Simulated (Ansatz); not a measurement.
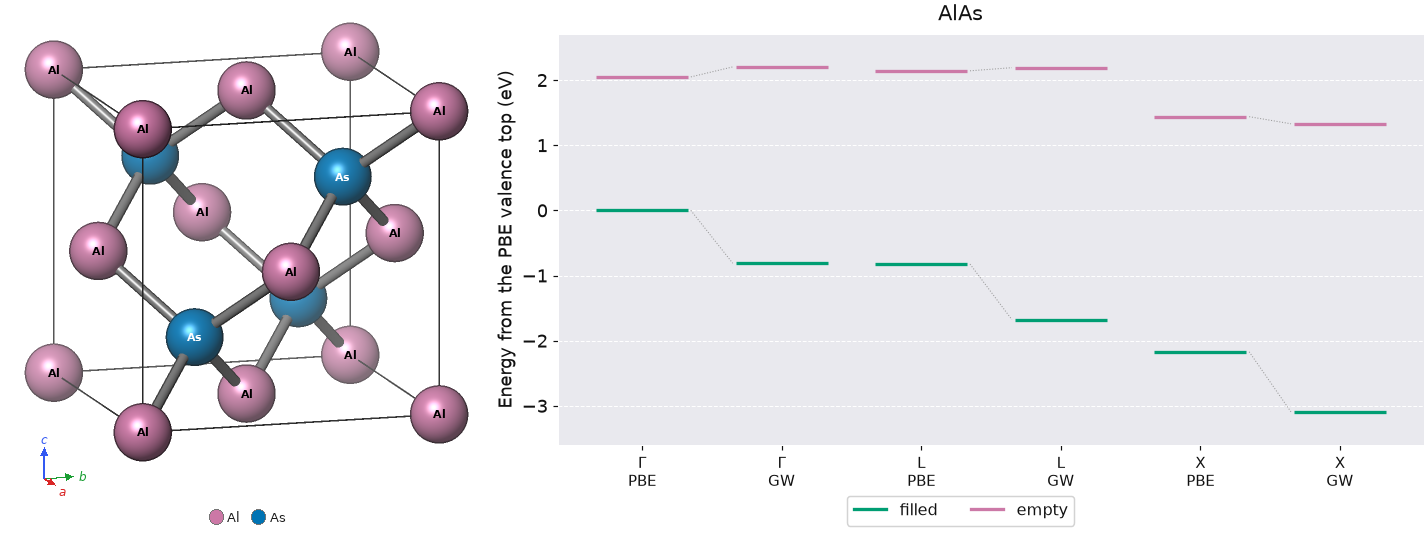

Figure made from data computed with Ansatz.

Kohn-Sham (PBE) and quasiparticle levels side by side at points of the k mesh; filled and empty levels have different colours. The structure is drawn too.

This input was run:

```
crystal:
  lattice:
    - [0.0, 2.8305, 2.8305]
    - [2.8305, 0.0, 2.8305]
    - [2.8305, 2.8305, 0.0]
  atoms:
    - { symbol: Al, position: [0, 0, 0] }
    - { symbol: As, position: [0.25, 0.25, 0.25] }
kpoints:
  mp_grid: { grid: [6, 6, 6], shift: [0, 0, 0] }
hamiltonian:
  xc: pbe
  pseudopotentials:
    kind: paw
    azcp:
      Al: "pseudopotentials/Al.paw.azcp"
      As: "pseudopotentials/As.paw.azcp"
scf:
  occupations: { method: fixed }
  convergence: { dr2_threshold: "1e-9 eV" }
  lower_state_search: "off"
output:
  forces: false
  stress: false
gw:
  n_empty_bands: 453
  ecut_chi: 180.0
  qp_bands: [v1, c1]
  qp_kpoints: [[0, 0, 0], [0, 0.5, 0.5], [0, 0, 0.5]]
  ecutfock_ratio: 2
basis:
  ecutwfc: 700
```

By how much does GW open the gap?

Answer. The gap on the mesh goes from 1.44 eV in PBE to 2.14 eV, an opening of 0.70 eV.

How is the correction shared between the two band edges?

Answer. The valence top moves by −0.81 eV and the conduction bottom by −0.11 eV.

These values hold for 453 empty bands and a screening cutoff of 180 eV on this mesh, not for the basis limit.
